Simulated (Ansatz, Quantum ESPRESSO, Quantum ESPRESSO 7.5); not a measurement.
**Evanescent states of MgO, rock salt type, lattice constant set to 4.029 Å**

Aim: how fast states decay in the gap of MgO, rock salt type, lattice constant set to 4.029 Å.

Method: plane-wave DFT, LDA, GBRV ultrasoft pseudopotentials (cross-check by Ansatz 0.2.0 with PAW datasets), in Quantum ESPRESSO 7.5.

## 1. Set-up

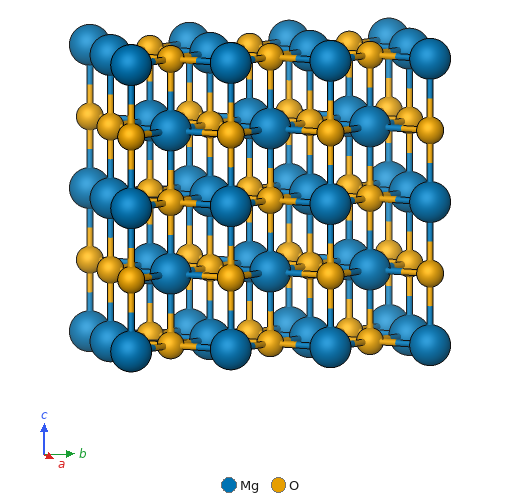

The cell as given, from the side, with the c axis up (magnesium blue, oxygen orange). 2×3×2 cells are drawn. Some periodic images of atoms are drawn too.

## 2. Self-consistent run

pwcond needs a cell whose third axis lies along the current and stands perpendicular to the other two.

File scf.in:

```
&control
  prefix = 'scf'
  outdir = './out'
  pseudo_dir = './pseudo'
  calculation = 'scf'
  tprnfor = .true.
/
&system
  ibrav = 0
  nat = 4
  ntyp = 2
  ecutwfc = 40
  ecutrho = 200
  occupations = 'fixed'
  nbnd = 20
/
&electrons
  conv_thr = 1e-09
  mixing_beta = 0.6
  electron_maxstep = 120
/
ATOMIC_SPECIES
  Mg  24.3050  mg_lda_v1.4.uspp.F.UPF
  O   15.9990  o_lda_v1.2.uspp.F.UPF
CELL_PARAMETERS angstrom
  2.84893322140060 0.00000000000000 0.00000000000000
  0.00000000000000 2.84893322140060 0.00000000000000
  0.00000000000000 0.00000000000000 4.02900000000000
ATOMIC_POSITIONS crystal
  Mg  0.000000000000 0.000000000000 0.000000000000
  O   0.500000000000 0.500000000000 0.000000000000
  Mg  0.500000000000 0.500000000000 0.500000000000
  O   0.000000000000 0.000000000000 0.500000000000
K_POINTS automatic
  8 8 6 0 0 0
```

The run is started by

```
> OMP_NUM_THREADS=1 mpirun -n 2 pw.x -nk 2 -in scf.in > scf.out
```

The log of the run:

```text
Program PWSCF v.7.5 starts
[citation notice left out]

     Parallel version (MPI & OpenMP), running on       2 processor cores
     Number of MPI processes:                 2
     Threads/MPI process:                     1

     MPI processes distributed on     1 nodes
[...]
Current dimensions of program PWSCF are:
     Max number of different atomic species (ntypx) = 10
     Max number of k-points (npk) =  40000
     Max angular momentum in pseudopotentials (lmaxx) =  4
     Found identity + ( -0.5000 -0.5000 -0.5000) symmetry
     This is a supercell, fractional translations are disabled
     Message from routine setup:
     using ibrav=0 with symmetry is DISCOURAGED, use correct ibrav instead

     K-points division:     npool     =       2
     Subspace diagonalization in iterative solution of the eigenvalue problem:
     a serial algorithm will be used

     G-vector sticks info
     --------------------
     sticks:   dense  smooth     PW     G-vecs:    dense   smooth      PW
     Sum         465     373    121                10499     7531    1449

     Using Slab Decomposition

     bravais-lattice index     =            0
     lattice parameter (alat)  =       5.3837  a.u.
     unit-cell volume          =     220.6777 (a.u.)^3
     number of atoms/cell      =            4
     number of atomic types    =            2
     number of electrons       =        32.00
     number of Kohn-Sham states=           20
     kinetic-energy cutoff     =      40.0000  Ry
     charge density cutoff     =     200.0000  Ry
     scf convergence threshold =      1.0E-09
     mixing beta               =       0.6000
     number of iterations used =            8  plain     mixing
     Exchange-correlation= SLA  PZ   NOGX NOGC
                           (   1   1   0   0   0   0   0)

     celldm(1)=   5.383704  celldm(2)=   0.000000  celldm(3)=   0.000000
     celldm(4)=   0.000000  celldm(5)=   0.000000  celldm(6)=   0.000000

     crystal axes: (cart. coord. in units of alat)
               a(1) = (   1.000000   0.000000   0.000000 )
               a(2) = (   0.000000   1.000000   0.000000 )
               a(3) = (   0.000000   0.000000   1.414214 )

     reciprocal axes: (cart. coord. in units 2 pi/alat)
               b(1) = (  1.000000  0.000000  0.000000 )
               b(2) = (  0.000000  1.000000  0.000000 )
               b(3) = (  0.000000  0.000000  0.707107 )

     PseudoPot. # 1 for Mg read from file:
     ./pseudo/mg_lda_v1.4.uspp.F.UPF
     Pseudo is Ultrasoft, Zval = 10.0
     Generated by new atomic code, or converted to UPF format
     Using radial grid of  821 points,  7 beta functions with:
                l(1) =   0
                l(2) =   0
                l(3) =   0
                l(4) =   1
                l(5) =   1
                l(6) =   2
                l(7) =   2
     Q(r) pseudized with  8 coefficients,  rinner =    1.200   1.200   1.200
                                                       1.200   1.200

     PseudoPot. # 2 for O  read from file:
     ./pseudo/o_lda_v1.2.uspp.F.UPF
     Pseudo is Ultrasoft + core correction, Zval =  6.0
     Generated by new atomic code, or converted to UPF format
     Using radial grid of  737 points,  5 beta functions with:
                l(1) =   0
                l(2) =   0
                l(3) =   1
                l(4) =   1
                l(5) =   2
     Q(r) pseudized with  8 coefficients,  rinner =    0.900   0.900   0.900
                                                       0.900   0.900

     atomic species   valence    mass     pseudopotential
     Mg               10.00    24.30500     Mg( 1.00)
     O                 6.00    15.99900     O ( 1.00)

     16 Sym. Ops., with inversion, found

   Cartesian axes

     site n.     atom                  positions (alat units)
         1        Mg     tau(   1) = (   0.0000000   0.0000000   0.0000000  )
         2        O      tau(   2) = (   0.5000000   0.5000000   0.0000000  )
         3        Mg     tau(   3) = (   0.5000000   0.5000000   0.7071068  )
         4        O      tau(   4) = (   0.0000000   0.0000000   0.7071068  )

     number of k points=    60
                       cart. coord. in units 2pi/alat
        k(    1) = (   0.0000000   0.0000000   0.0000000), wk =   0.0052083
        k(    2) = (   0.0000000   0.0000000   0.1178511), wk =   0.0104167
        k(    3) = (   0.0000000   0.0000000   0.2357023), wk =   0.0104167
        k(    4) = (   0.0000000   0.0000000  -0.3535534), wk =   0.0052083
        k(    5) = (   0.0000000   0.1250000   0.0000000), wk =   0.0208333
        k(    6) = (   0.0000000   0.1250000   0.1178511), wk =   0.0416667
        k(    7) = (   0.0000000   0.1250000   0.2357023), wk =   0.0416667
        k(    8) = (   0.0000000   0.1250000  -0.3535534), wk =   0.0208333
        k(    9) = (   0.0000000   0.2500000   0.0000000), wk =   0.0208333
        k(   10) = (   0.0000000   0.2500000   0.1178511), wk =   0.0416667
[...]
k(   60) = (  -0.5000000  -0.5000000  -0.3535534), wk =   0.0052083

     Dense  grid:    10499 G-vectors     FFT dimensions: (  25,  25,  36)

     Smooth grid:     7531 G-vectors     FFT dimensions: (  24,  24,  32)

     Estimated max dynamical RAM per process >      35.91 MB

     Estimated total dynamical RAM >      69.25 MB

     Check: negative core charge=   -0.000004

     Initial potential from superposition of free atoms

     starting charge      31.3996, renormalised to      32.0000
     Starting wfcs are   18 randomized atomic wfcs +    2 random wfcs

     total cpu time spent up to now is        1.1 secs

     per-process dynamical memory:    24.8 Mb

     Self-consistent Calculation

     iteration #  1     ecut=    40.00 Ry     beta= 0.60
     Davidson diagonalization with overlap
     ethr =  1.00E-02,  avg # of iterations =  4.4

     total cpu time spent up to now is        1.8 secs

     total energy              =    -314.96442491 Ry
     estimated scf accuracy    <       0.74058888 Ry

     iteration #  2     ecut=    40.00 Ry     beta= 0.60
[...]
total energy              =    -315.18298330 Ry
     estimated scf accuracy    <       0.28015513 Ry

     iteration #  3     ecut=    40.00 Ry     beta= 0.60
[...]
total energy              =    -315.23300593 Ry
     estimated scf accuracy    <       0.00423824 Ry

     iteration #  4     ecut=    40.00 Ry     beta= 0.60
[...]
total energy              =    -315.23318549 Ry
     estimated scf accuracy    <       0.00022145 Ry

     iteration #  5     ecut=    40.00 Ry     beta= 0.60
[...]
total energy              =    -315.23322013 Ry
     estimated scf accuracy    <       0.00001026 Ry

     iteration #  6     ecut=    40.00 Ry     beta= 0.60
[...]
total energy              =    -315.23322240 Ry
     estimated scf accuracy    <       0.00000082 Ry

     iteration #  7     ecut=    40.00 Ry     beta= 0.60
[...]
total energy              =    -315.23322238 Ry
     estimated scf accuracy    <       0.00000026 Ry

     iteration #  8     ecut=    40.00 Ry     beta= 0.60
[...]
total energy              =    -315.23322243 Ry
     estimated scf accuracy    <          1.3E-09 Ry

     iteration #  9     ecut=    40.00 Ry     beta= 0.60
[...]
End of self-consistent calculation

          k = 0.0000 0.0000 0.0000 (   927 PWs)   bands (ev):

   -61.8619 -61.8374 -29.3906 -29.3118 -29.3118 -29.2619 -29.2619 -29.2619
    -8.5283  -6.4870   4.5038   7.6347   7.6347   9.1945   9.1945   9.1945
    15.2849  18.2175  20.4251  23.5619

          k = 0.0000 0.0000 0.1179 (   959 PWs)   bands (ev):

   -61.8602 -61.8390 -29.3832 -29.3084 -29.3084 -29.2718 -29.2652 -29.2652
    -8.3966  -6.6276   4.7018   7.7201   7.7201   8.6475   9.0651   9.0651
    15.8656  18.4668  20.3950  23.5973

          k = 0.0000 0.0000 0.2357 (   951 PWs)   bands (ev):

   -61.8558 -61.8435 -29.3622 -29.2992 -29.2992 -29.2979 -29.2743 -29.2743
    -8.0326  -7.0102   5.2976   7.4752   7.9645   7.9645   8.7345   8.7345
    17.1622  19.2122  19.8408  22.1267

          k = 0.0000 0.0000-0.3536 (   960 PWs)   bands (ev):

   -61.8497 -61.8496 -29.3313 -29.3312 -29.2867 -29.2867 -29.2867 -29.2867
    -7.5262  -7.5262   6.2623   6.2623   8.3284   8.3284   8.3284   8.3284
    18.6171  18.6171  20.4429  20.4429

          k = 0.0000 0.1250 0.0000 (   959 PWs)   bands (ev):

   -61.8601 -61.8374 -29.3846 -29.3220 -29.3083 -29.2763 -29.2657 -29.2623
    -8.3801  -6.4600   4.6699   7.1004   7.6868   8.5185   9.0406   9.1294
    15.9176  18.7652  20.9539  23.3427

          k = 0.0000 0.1250 0.1179 (   955 PWs)   bands (ev):

   -61.8585 -61.8390 -29.3805 -29.3163 -29.3051 -29.2902 -29.2653 -29.2640
    -8.2530  -6.5874   4.7970   7.2522   7.7667   7.9704   9.0114   9.0388
    16.3468  18.9732  20.8639  23.4158

[...]
highest occupied, lowest unoccupied level (ev):     9.1945   15.2849

!    total energy              =    -315.23322243 Ry
     estimated scf accuracy    <          9.5E-10 Ry

     The total energy is the sum of the following terms:
     one-electron contribution =    -160.64430682 Ry
     hartree contribution      =      91.64112931 Ry
     xc contribution           =     -48.08498041 Ry
     ewald contribution        =    -198.14506451 Ry

     convergence has been achieved in   9 iterations

     Forces acting on atoms (cartesian axes, Ry/au):

     atom    1 type  1   force =     0.00000000    0.00000000    0.00000000
     atom    2 type  2   force =     0.00000000    0.00000000    0.00000000
     atom    3 type  1   force =     0.00000000    0.00000000    0.00000000
     atom    4 type  2   force =     0.00000000    0.00000000    0.00000000

     Total force =     0.000000     Total SCF correction =     0.000000

[...]
=------------------------------------------------------------------------------=
   JOB DONE.
=------------------------------------------------------------------------------=
```

Elapsed: 6.9 s, on 2 MPI ranks of Intel Xeon at 2.60GHz (Ice Lake), shared host; peak memory 0.17 GiB.

Numbers from this step:

| Quantity | Value |
| --- | --- |
| free energy | -4288.9665 eV |
| valence top, on the run's zero | 9.195 eV |
| conduction bottom, on the run's zero | 15.28 eV |
| gap by band count | 6.090 eV |

The program's own clock; routines nest. Time by routine:

```csv
routine,wall time (s),calls
PWSCF,6.21,1
electrons,5.02,1
c_bands,4.08,9
cegterg,3.47,270
h_psi,2.72,961
fftw,2.43,31972
vloc_psi,2.3,961
init_run,0.95,1
sum_band,0.78,9
hinit0,0.37,1
calbec,0.32,1351
wfcinit,0.3,1
cdiaghg,0.29,931
potinit,0.25,1
```

The run needed 9 iterations to bring the estimated error under 1e-09 Ry.

(Part 1 of 4 ends here.)

[Logs are printed without paths, hosts, clocks, repeated set-up lines and the standing remarks that a program may print on its own settings, such as how far it seeks lower states.]

[Hosts, paths, dates, database ids (printed as entryN), source tags and the programs' standing remarks are cut or masked in the printed files.]

[Maps of the electrostatic potential energy from Ansatz leave out the sawtooth potential of an applied field or a dipole correction, so their vacuum need not be flat; planar profiles and work functions include it.]
